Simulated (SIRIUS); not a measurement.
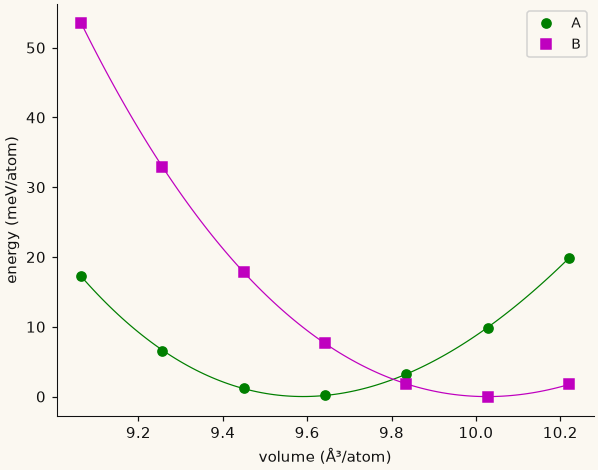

The figure compares two calculations of the energy against volume, each curve from its own zero. The first is for CuO, space group P-6m2 (No. 187) (cell built by us, not taken from a database).

The cell holds 2 atoms.

Calculation (SIRIUS 7.12.0): all-electron LAPW DFT, no spin polarisation; energies at scaled volumes of the given cell, shape and fractions fixed, counted from the fit's minimum, third-order Birch-Murnaghan fit. Level: PBE.

```tsv
setting	value
k mesh	6×6×5
occupations	Fermi–Dirac
smearing width	0.05 eV
potentials	all electron FP LAPW
program settings	basis apw+lo standard, gk cutoff 4.62 1/bohr, pw cutoff 24 1/bohr
```

In the second, the level changes from PBE to BLYP.

Question: Which of A and B is the second calculation, and what did the change do?

Answer: B. The equilibrium volume rises from 9.59 to 10.03 Å³/atom (+4.6 %) and the bulk modulus falls from 172 to 154 GPa (−10 %).

For both, limits of the calculation: coarse k mesh; shape and atomic fractions are frozen while scaling, which makes layered, chain and framework solids too stiff.

V0 and the bulk modulus come from third-order Birch–Murnaghan fits.
